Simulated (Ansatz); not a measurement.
## Run report: Ga$_{3}$Sb, geometry relaxation

System: Ga$_{3}$Sb (I4/mmm, 4 atoms in the cell).
Method: DFT PBEsol+D3(BJ), scalar-relativistic, plane waves, PAW, no spin polarisation (Ansatz 0.2.0).

The structure derives from a Materials Project entry. It belongs to a series of runs on one base structure; here: volume × 1.03, shape and atoms relaxed.

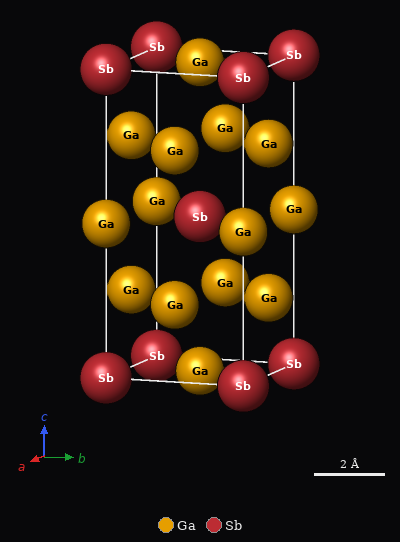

Figure 1. The structure as given in the input (spheres-only view of the cell 2 times as large as that of the calculation, set on its symmetry axes, seen slightly off an axis).

Input file
```yaml
crystal:
  lattice:
    - [-2.1135727947, 2.1135727947, 4.5189534346]
    - [2.1135727947, -2.1135727947, 4.5189534346]
    - [2.1135727947, 2.1135727947, -4.5189534346]
  atoms:
    - { symbol: Ga, position: [0.75, 0.25, 0.5] }
    - { symbol: Ga, position: [0.25, 0.75, 0.5] }
    - { symbol: Ga, position: [0.5, 0.5, 0.0] }
    - { symbol: Sb, position: [0.0, 0.0, 0.0] }
basis:
  ecutwfc: 420
kpoints:
  mp_grid: { grid: [14, 14, 14] }
hamiltonian:
  xc: pbesol
  dispersion: d3bj
scf:
  occupations: { method: gaussian, width: 0.1 }
output:
  forces: true
  stress: true
  eigenvalues: true
  write_density: true
  write_potential: true
  elf: true
  volumetric_format: npy
relax:
  adjacent_minimum: "off"
  f_tol: 0.01
  max_steps: 30
  cell: { stress_tol: 0.1, fix: [volume] }
```

Machine: 1 thread of Intel Xeon (Granite Rapids), 192 GiB of memory available, shared host.

Launch command:
```bash
ansatz run input.yaml --threads 1 --pin off --max-ram 2560MiB --backend cpu --events-out ev --progress --plain --runs-dir out
```

What the program printed
```
Engine: ansatz 0.2.0, x86_64-unknown-linux-gnu
Pseudopotentials: kind: paw
Pseudopotential: Ga, paw, valence charge 13, recommended cutoff 420 eV (normal), Ga.paw.azcp
Pseudopotential: Sb, paw, valence charge 15, recommended cutoff 420 eV (normal), Sb.paw.azcp
Functional definition: PBEsol
  exchange = pbesol_x
  correlation = pbesol_c
Crystal: 4 atoms, lattice volume = 80.748 Å³
Basis set: ecut = 420 eV, 1531 PW (Γ), exchange–correlation on 80×80×80 points (8 copies of the dense FFT grid, shifted against one another)
Bands: 33, of which v1, the nominal top of the filled ones, is band 27 counted from 1 (26 counted from 0)
Symmetry: 16 space group operations
Space group: I4/mmm (ITA 139), of the structure as read, at distance tolerance 4.3e-5 Å
k-points: 244 of 2744
Non-local potential: Ga, projectors of the file, l = 0: 2, l = 1: 2, l = 2: 3, l = 3: 1
Non-local potential: Sb, projectors of the file, l = 0: 2, l = 1: 2, l = 2: 2, l = 3: 2
PAW form: soft (Blöchl's): semilocal exchange-correlation on the pseudo side does not see the compensation charge
PAW frozen core: Ga, regenerated for the run's functional, and the local potential with it (the file was generated under x = pbe(κ = 0.804, μ = 0.2195149727645171), c = pbe(β = 0.06672455060314922))
PAW frozen core: Sb, regenerated for the run's functional, and the local potential with it (the file was generated under x = pbe(κ = 0.804, μ = 0.2195149727645171), c = pbe(β = 0.06672455060314922))
PAW one-centre angular grid: Ga, 590 points (default); XC on 64 Gauss nodes
PAW one-centre angular grid: Sb, 590 points (default); XC on 64 Gauss nodes
Initial density: superposition of atomic densities (neutral atoms: chi_scale 0, normalization atom), corrected by the library's trained network
Initial wavefunctions: pseudopotential atomic-orbital guess
Functional: x = pbesol(κ = 0.804, μ = 0.12345679012345678), c = pbesol(β = 0.046)
SCF iter   1: F=—  HF=-17638.832393 eV  |F-HF|=—  |Δ(HF+E_count)|=         —  Δρ=2.03e-3  dr2=2.25e-3  ethr=1.77e-3  ⟨swp⟩=6.5  Hψ=32490  notcnv=0  defer=20
preconditioner: auto → Kerker (q_TF=auto, 2.551 Å⁻¹)  [metal: Δε(μ)=0.001 eV  Ē_g=17.966 eV  σ=0.100 eV  W_gap=0.01  n_scr=22 (ndim 8)  ℏωp=30.4 eV  f_vac=0.000  D(μ)=1.62/eV (n_scr^D=10)]
SCF iter   2: F=—  HF=-17638.828765 eV  |F-HF|=—  |Δ(HF+E_count)|=   3.63e-3  Δρ=1.21e-3  dr2=8.22e-4  ethr=4.17e-6  ⟨swp⟩=2.0  Hψ=14835  notcnv=0  defer=21
SCF iter   3: F=—  HF=-17638.828514 eV  |F-HF|=—  |Δ(HF+E_count)|=   2.51e-4  Δρ=2.55e-4  dr2=8.13e-5  ethr=1.52e-6  ⟨swp⟩=2.0  Hψ=13990  notcnv=0  defer=21
SCF iter   4: F=—  HF=-17638.828492 eV  |F-HF|=—  |Δ(HF+E_count)|=   2.27e-5  Δρ=1.15e-4  dr2=1.34e-5  ethr=1.51e-7  ⟨swp⟩=2.4  Hψ=11722  notcnv=0  defer=21
SCF iter   5: F=—  HF=-17638.828490 eV  |F-HF|=—  |Δ(HF+E_count)|=   1.32e-6  Δρ=2.87e-5  dr2=7.15e-7  ethr=2.49e-8  ⟨swp⟩=2.0  Hψ=13031  notcnv=0  defer=21
SCF iter   6: F=—  HF=-17638.828490 eV  |F-HF|=—  |Δ(HF+E_count)|=   4.13e-8  Δρ=2.70e-5  dr2=2.93e-7  ethr=1.85e-10  ⟨swp⟩=12.2  Hψ=73745  notcnv=0
SCF iter   7: F=-17638.828490 eV  HF=-17638.828490 eV  |F-HF|=5.10e-8  |Δ(HF+E_count)|=   2.62e-7  Δρ=6.97e-6  dr2=2.46e-8  ethr=1.85e-10  ⟨swp⟩=6.5  Hψ=54948  notcnv=0
SCF 1 converged in 7 iterations: F = -17638.828490 eV  dr2 = 2.46e-8
  greatest PAW one-centre occupation: 0.996 electrons in one spin orbital (limit 2), on the Sb atom at site 3 (counted from 0), in its partial waves of l = 2
relax step   1: F+E_penalty+E_count = -17638.82848987 eV  Δ(F+E_penalty+E_count) = +0.000e0 eV  max|allowed force component| = 1.214e-17 eV/Å  Δτ_max = 0.0000 Å  P = -1.760 GPa  Ω = 80.748 Å³  fix = [volume]  reactions: volume -1.760 GPa  (7 SCF iters, dr2 threshold 1.00e-7 eV, accepted)
Initial density: handed on by an earlier stage of this run
Initial wavefunctions: pseudopotential atomic-orbital guess (no wavefunctions were taken with the density)
iter 1 solved again at ethr=1.87e-7 eV; its pass at ethr=3.10e-3 eV (dr2=1.01e-4 eV) is discarded
SCF iter   1: F=—  HF=-17638.828490 eV  |F-HF|=—  |Δ(HF+E_count)|=         —  Δρ=6.13e-6  dr2=2.01e-8  ethr=1.87e-7  ⟨swp⟩=3.0  Hψ=52702  notcnv=0
eigensolver tolerance schedule: the retry pair's looser diagonalisation over-reported the residual by 5011.96 of it (diagonalisation noise at 0.43 of the residual, at the tolerance the schedule requests for it); recorded, not acted on — ethr = c·dr2/N_el stays at c = 1.0e-1
preconditioner: auto → Kerker (q_TF=auto, 2.551 Å⁻¹)  [metal: Δε(μ)=0.004 eV  Ē_g=18.011 eV  σ=0.100 eV  W_gap=0.02  n_scr=22 (ndim 8)  ℏωp=30.4 eV  f_vac=0.000  D(μ)=1.62/eV (n_scr^D=10)]
SCF iter   2: F=—  HF=-17638.828490 eV  |F-HF|=—  |Δ(HF+E_count)|=   2.09e-7  Δρ=2.43e-6  dr2=4.89e-9  ethr=3.73e-11  ⟨swp⟩=3.0  Hψ=17381  notcnv=0
SCF iter   3: F=—  HF=-17638.828490 eV  |F-HF|=—  |Δ(HF+E_count)|=  3.64e-10  Δρ=1.62e-6  dr2=2.46e-9  ethr=9.05e-12  ⟨swp⟩=2.4  Hψ=11726  notcnv=0
SCF iter   4: F=—  HF=-17638.828490 eV  |F-HF|=—  |Δ(HF+E_count)|=  1.06e-10  Δρ=8.64e-7  dr2=5.52e-10  ethr=4.55e-12  ⟨swp⟩=2.0  Hψ=13111  notcnv=0
SCF iter   5: F=-17638.828490 eV  HF=-17638.828490 eV  |F-HF|=6.18e-11  |Δ(HF+E_count)|=  1.78e-10  Δρ=2.68e-7  dr2=7.74e-11  ethr=1.00e-12  ⟨swp⟩=4.6  Hψ=42866  notcnv=0
SCF 2 converged in 5 iterations: F = -17638.828490 eV  dr2 = 7.74e-11
relax step   2: F+E_penalty+E_count = -17638.82848990 eV  Δ(F+E_penalty+E_count) = -3.192e-8 eV  max|allowed force component| = 3.469e-18 eV/Å  Δτ_max = 0.0000 Å  P = -1.760 GPa  Ω = 80.748 Å³  fix = [volume]  reactions: volume -1.760 GPa  stress off target by 1.99e-2 GPa on what of the cell is left free  SCF on the basis re-selected at this cell (its energy is not comparable with the rows above)  (5 SCF iters)
```

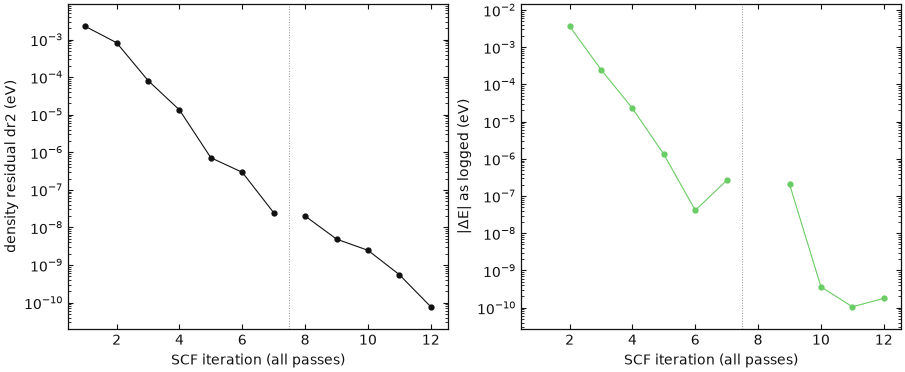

Figure 2. Convergence of the self-consistent field: density residual dr2 and size of the energy change against the SCF iteration. The dotted lines part the SCF passes of the relaxation: geometry steps, rejected trials and re-solves on a re-selected basis. The passes take 7 and 5 iterations.

```
basis re-selected at this cell: Δ(F+E_penalty+E_count) = -3.192e-8 eV, ΔP = -0.000 GPa vs the last step (what re-selecting the basis moved, of the pressure what is left beyond the Pulay correction that the steps carried, after the strain that the cell walked since its last selection, with what the two solves' SCF thresholds leave and, on support functions, any second-order correction that the steps lacked; it is no measure of the basis error at this ecutwfc). This SCF's stress stands 1.99e-2 GPa from its target on what of the cell is left free (relax.cell.stress_tol is 1.00e-1 GPa) and its largest allowed force component is 3.47e-18 eV/Å (relax.f_tol is 1.00e-2 eV/Å): within both
SCF converged after 5 iterations
Free energy (F): -17638.828490 eV
Harris-Foulkes:  -17638.828490 eV  (|F-HF|=6.18e-11)
Internal energy: -17638.820406 eV  (E = F + TS)
E sigma→0 (E₀):  -17638.824448 eV
Entropy (-TS):   -0.008084 eV (-2.021 meV/atom)
Fermi energy:    10.722316 eV
--- Per-component energies (eV) ---
  E_band       = -224.556162
  E_kinetic    = 553.418424
  E_local      = -6702.702917  (includes V_loc(G=0)·N_el)
  E_nonlocal   = 1632.831810
  E_hartree    = 3136.007371
  E_xc         = -345.866864
  E_vxc        = -273.745754  (∫ρ·V_xc dr)
  E_paw        = -10335.592820  (= ΣΔE_a)
  E_vpaw       = -1706.372522  (= ΣTr[D̂ρ^β])
  E_aug_tail   = -0.000316  (compensation charges beyond the density's cutoff)
  E_ewald      = -5578.381075
  E_disp       = -1.454810  (pairwise vdW)
  E_core_change = 2.920790  (= ΣΔE_core)
  E_smearing   = -0.008084  (= −TS)
  E_closure    = 0.000000  (closes the sum)
  Σ components = -17638.828490   (vs F -17638.828490, Δ=0.00e0)
--- Forces (eV/Å), atoms counted from 1 ---
  atom   1  Ga     0.00000000     0.00000000     0.00000000
  atom   2  Ga     0.00000000     0.00000000     0.00000000
  atom   3  Ga     0.00000000     0.00000000     0.00000000
  atom   4  Sb     0.00000000     0.00000000     0.00000000
  max |Σ_I F_I| component: 1.39e-17 eV/Å
--- Stress (GPa, compression-positive) ---
       -1.750170      -0.000000       0.000000
       -0.000000      -1.750170       0.000000
        0.000000      -0.000000      -1.780037
  P = ⅓ Tr σ = -1.7601 GPa (-17.601 kbar)
--- Band table (eV; the first three rows and the last of 244) ---
  k-point 0: bands = ["-18.3841", "-18.3775", "-18.3775", "-18.3677", "-18.3676", "-4.2505", "-4.2058", "-4.1821", "-4.1339", "-4.1339", "-4.1332", "-4.1332", "-4.1078", "-4.0895", "-4.0596", "-4.0200", "-3.9900", "-3.9900", "-3.9811", "-3.9050", "-1.4975", "5.6111", "6.6167", "7.9148", "8.7341", "8.7341", "8.9336", "10.2368", "10.2368", "11.4685", "11.6574", "15.1026", "15.1026"]
  k-point 1: bands = ["-18.3839", "-18.3776", "-18.3775", "-18.3679", "-18.3672", "-4.2441", "-4.2014", "-4.1779", "-4.1392", "-4.1330", "-4.1325", "-4.1317", "-4.1030", "-4.0880", "-4.0579", "-4.0230", "-3.9961", "-3.9909", "-3.9849", "-3.9132", "-1.4160", "5.5116", "6.7000", "7.4074", "8.3080", "8.3648", "9.5806", "9.5947", "11.0411", "12.1615", "12.2624", "13.9946", "15.2028"]
  k-point 2: bands = ["-18.3834", "-18.3778", "-18.3777", "-18.3682", "-18.3658", "-4.2302", "-4.1865", "-4.1680", "-4.1517", "-4.1325", "-4.1294", "-4.1256", "-4.0887", "-4.0851", "-4.0538", "-4.0325", "-4.0126", "-3.9965", "-3.9953", "-3.9322", "-1.1717", "5.1619", "6.9245", "7.1058", "7.4554", "7.6480", "8.7560", "10.8259", "12.2889", "12.4256", "13.2722", "13.5696", "15.5060"]
  k-point 243: bands = ["-18.3840", "-18.3773", "-18.3773", "-18.3678", "-18.3677", "-4.2427", "-4.2389", "-4.2199", "-4.2199", "-4.1584", "-4.1487", "-4.1011", "-4.0488", "-4.0401", "-4.0401", "-3.9849", "-3.9838", "-3.9838", "-3.9744", "-3.9050", "-0.3685", "1.4507", "6.9391", "7.3512", "7.3512", "8.2375", "13.1990", "13.7145", "13.7145", "14.7175", "15.5716", "15.7722", "16.6547"]
--- Relaxed structure (1 steps of the walk, 1 accepted, 1 SCFs on fresh bases) ---
  F+E_penalty+E_count = -17638.82848990 eV   max|allowed force component| = 3.469e-18 eV/Å   (the final SCF, on the basis selected at the relaxed cell)
  cell:  # Å, volume = 80.7481 Å³
    - [-2.1135727947, 2.1135727947, 4.5189534346]
    - [2.1135727947, -2.1135727947, 4.5189534346]
    - [2.1135727947, 2.1135727947, -4.5189534346]
  atoms:
    - { symbol: Ga, position: [0.7500000000000001, 0.24999999999999992, 0.5000000000000001] }
    - { symbol: Ga, position: [0.24999999999999992, 0.7500000000000001, 0.5000000000000001] }
    - { symbol: Ga, position: [0.49999999999999994, 0.49999999999999994, 0.0] }
    - { symbol: Sb, position: [0.0, 0.0, 0.0] }
```

Trajectory as extended XYZ (Å, eV, eV/Å), 2 frames, from step=1 to step=2
```
4
Lattice="-2.1136 2.1136 4.5190 2.1136 -2.1136 4.5190 2.1136 2.1136 -4.5190" Properties=species:S:1:pos:R:3:forces:R:3 step=1 energy=-17638.82849 pressure_GPa=-1.76
Ga    0.0000    2.1136    2.2595    0.0000   0.0000   0.0000
Ga    2.1136    0.0000    2.2595    0.0000   0.0000   0.0000
Ga    0.0000    0.0000    4.5190    0.0000   0.0000   0.0000
Sb    0.0000    0.0000    0.0000    0.0000   0.0000   0.0000
4
Lattice="-2.1136 2.1136 4.5190 2.1136 -2.1136 4.5190 2.1136 2.1136 -4.5190" Properties=species:S:1:pos:R:3:forces:R:3 step=2 energy=-17638.82849 pressure_GPa=-1.76
Ga    0.0000    2.1136    2.2595    0.0000   0.0000   0.0000
Ga    2.1136    0.0000    2.2595    0.0000   0.0000   0.0000
Ga    0.0000    0.0000    4.5190    0.0000   0.0000   0.0000
Sb    0.0000    0.0000    0.0000    0.0000   0.0000   0.0000
```

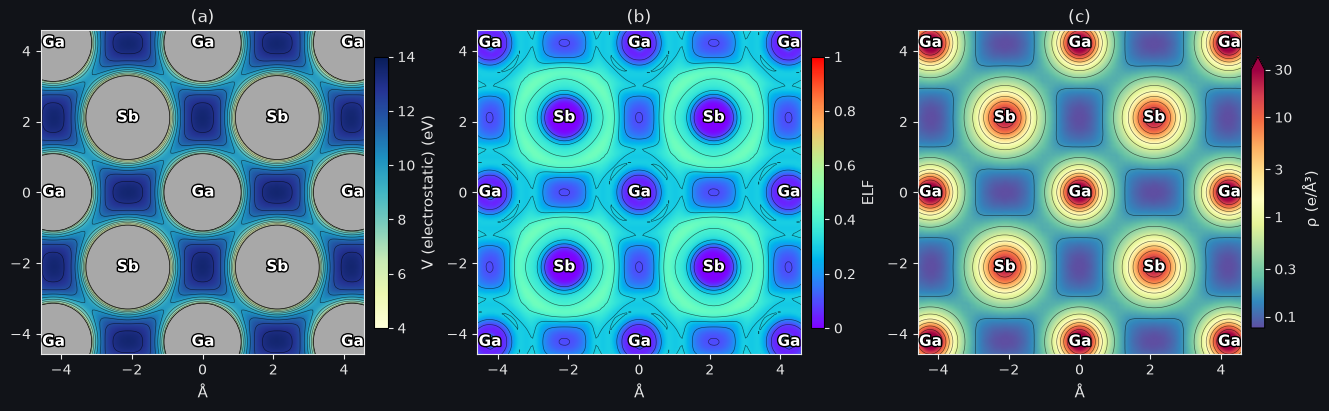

Figure 3. (a) electrostatic potential (local pseudopotential plus Hartree) felt by an electron; (b) electron localisation function; (c) valence pseudo-density on the (001) plane of the conventional cell. Grey discs, where drawn, cover atomic cores. Away from the nuclei the density in this plane falls to 0.08 e/Å³ at its lowest. The strong features right at Ga lie inside the PAW spheres (semicore, d or f shells) and say nothing about bonding. Outside the cores the potential energy rises away from the atoms and is highest about 2.1 Å from the nearest atoms; outside the discs it spans about 9 eV, and its zero is arbitrary. In a PAW calculation such maps are meaningful between the atoms, not at the nuclei.

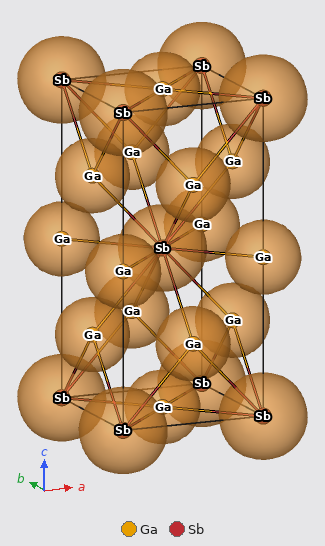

Figure 4. Isosurface of the valence charge density (pseudo) at 0.3 e/Å³ (orange), seen slightly off an axis. Sticks mark near contacts. The outline is the cell set on symmetry axes. At this value the density breaks into separate islands; it holds about 80 % of the electrons treated as valence (semicore included). It is pinched off along the Ga–Sb (2.99 Å) and Ga–Sb (3.09 Å) contacts. On the grid the lowest density along these lines, outside the cores, is 0.21 e/Å³ (Ga–Sb, 2.99 Å) and 0.18 e/Å³ (Ga–Sb, 3.09 Å).

Key numbers

```csv
quantity,value
outcome,converged
space group (tolerance 0.01 Å),I4/mmm (139)
electrons treated,54
free energy,−17638.8285 eV
Fermi energy,10.722 eV
gap on the k-point mesh,none (metallic)
pressure,−1.76 GPa
final volume,80.75 Å³
largest force (length of the vector) at the end,under 0.001 eV/Å
final cell,"a = 5.418 Å, b = 5.418 Å, c = 5.418 Å, α = 134.08°, β = 134.08°, γ = 66.96°"
wall time,42 s
peak memory,0.79 GiB
```
